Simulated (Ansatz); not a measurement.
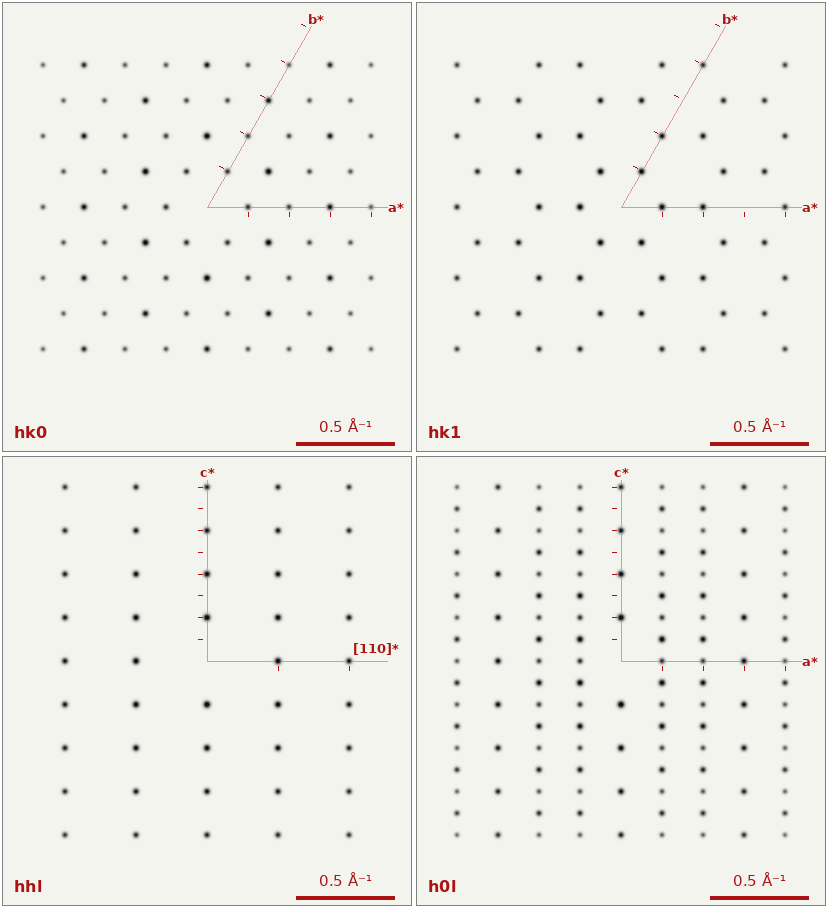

Four undistorted layers of reciprocal space, calculated for a single crystal (X-rays, kinematic |F|², B = 0.5 Å²). Tick marks count the reciprocal lattice steps of the conventional cell along each axis.

The compound is Cs. Structure: the geometry relaxed at fixed volume with DFT PBE, spin-orbit coupling, plane waves, PAW in Ansatz; the starting structure was generated, so it need not be a known form of this composition.

Question: What cell do the layers give?

Answer: a* = 0.210, b* = 0.210, c* = 0.111 Å⁻¹, γ* = 60°; the cell is hexagonal with a = 5.50 Å, c = 8.99 Å (hexagonal axes).

Question: Which reflection conditions do the layers show?

Answer: Reflections are present only under these conditions. hkl: no condition; hk0: no condition; h0l: no condition; hhl: l = 2n; 00l: l = 2n. The lattice is primitive (P). Further gaps, such as 0 3 1, 3 0 1, 3 0 3, come from atoms on special positions, not from the group's general conditions.

Question: Which space groups fit?

Answer: The intensities have Laue symmetry 6/mmm (the hk0 layer shows 6mm, hk1 shows 6mm). With these conditions the candidates are P6_3mc (No. 186), P-62c (No. 190), P6_3/mmc (No. 194). Diffraction geometry alone does not choose among them; the structure has P6_3/mmc.
